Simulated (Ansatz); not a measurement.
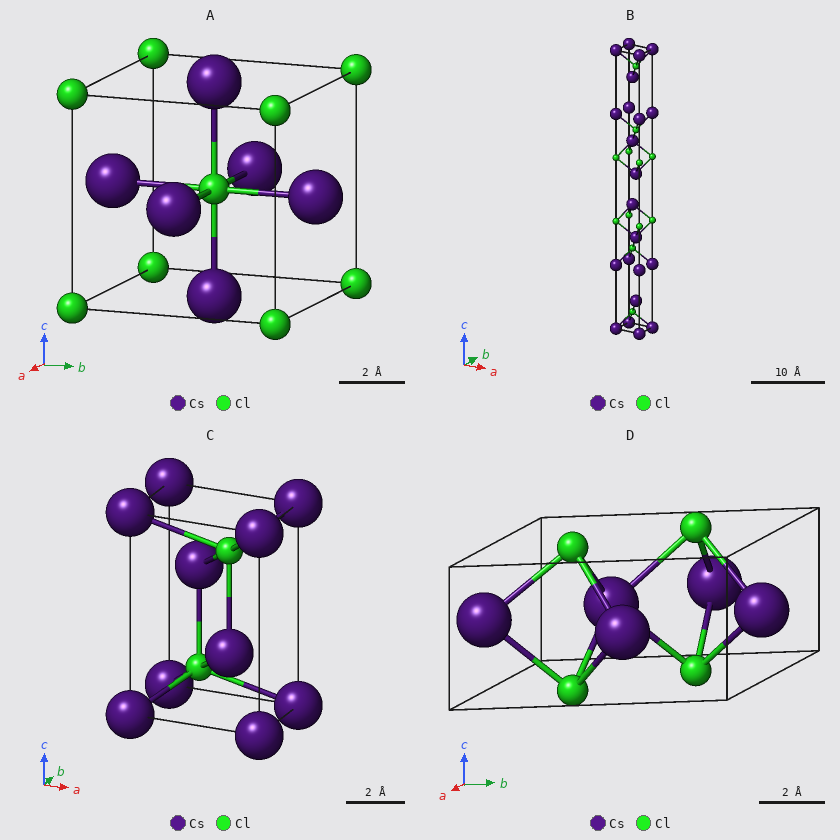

Four structures of Cs3Cl2, each relaxed to rest (conventional cells in solid outline, small ones repeated, each panel with its own scale). Method: DFT PBE, scalar-relativistic, plane waves, PAW in Ansatz, without spin polarisation.

> Give the type and space group of each panel.

A: 5 atoms a cell on a primitive cubic lattice, Pm-3m; B: 15 atoms a cell on a rhombohedral (trigonal R) lattice, R-3m; C: 5 atoms a cell on a primitive hexagonal lattice, P-3m1; D: 5 atoms a cell on a primitive hexagonal lattice, P-62m.

> Which of these is lowest in energy, and how far above it do the others lie?

B, then D (+42 meV/atom), C (+109 meV/atom) and A (+279 meV/atom), energies at zero smearing.

> Collect the results in a table.

| panel | structure | E − E(lowest) (meV/atom) | volume (Å³/atom) | gap (eV) |
| --- | --- | --- | --- | --- |
| B | R-3m | 0 | 57.4 | metal |
| D | P-62m | 42 | 59.2 | metal |
| C | P-3m1 | 109 | 47.1 | metal |
| A | Pm-3m | 279 | 62.6 | metal |

Some of these may be structure types tried for this composition rather than known phases, and the most stable form need not be among them. Gaps are taken on the k-mesh or band path of each run.
